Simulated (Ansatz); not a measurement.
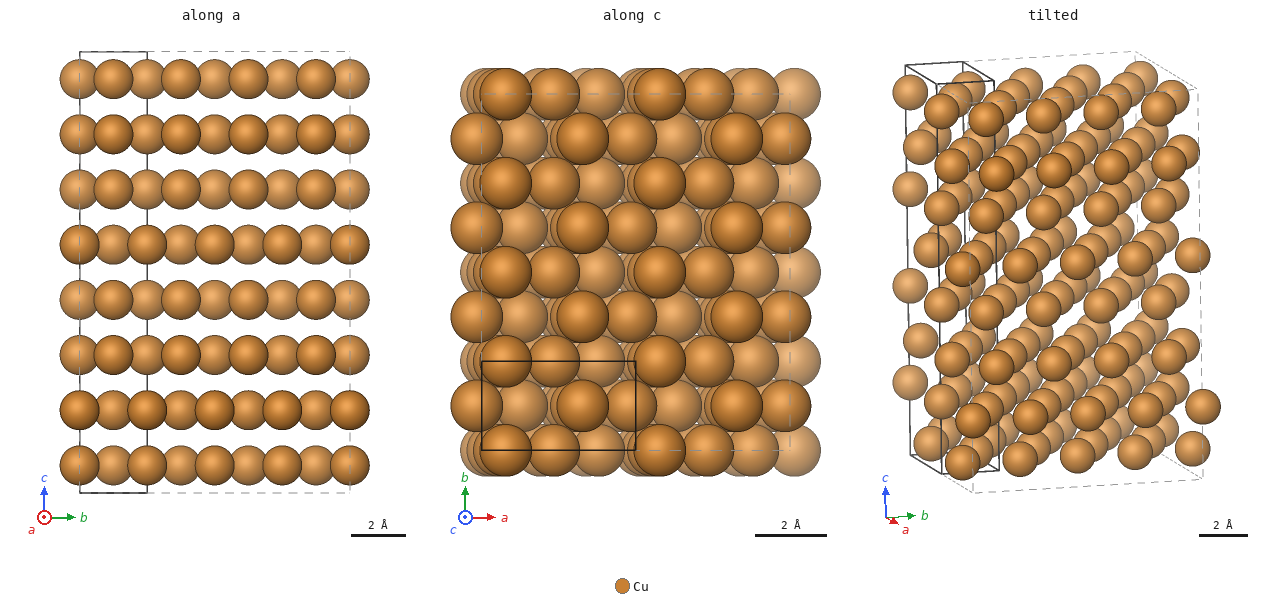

Crystal structure, spheres-only style, seen along the a axis, along the c axis and slightly off an axis. The picture spans 2×4×1 cells, one conventional unit cell being drawn with solid lines. Cell: a = 4.364 Å, b = 2.520 Å, c = 16.487 Å, α = 90.00°, β = 92.53°, γ = 90.00°.

The element is copper. It belongs to space group Cm (No. 8) and has a base-centred monoclinic lattice. The cell holds 16 atoms.

The initial geometry was a structure listed in the Materials Project. The cell was then strained or its atoms displaced on purpose. It went into a calculation with Ansatz.
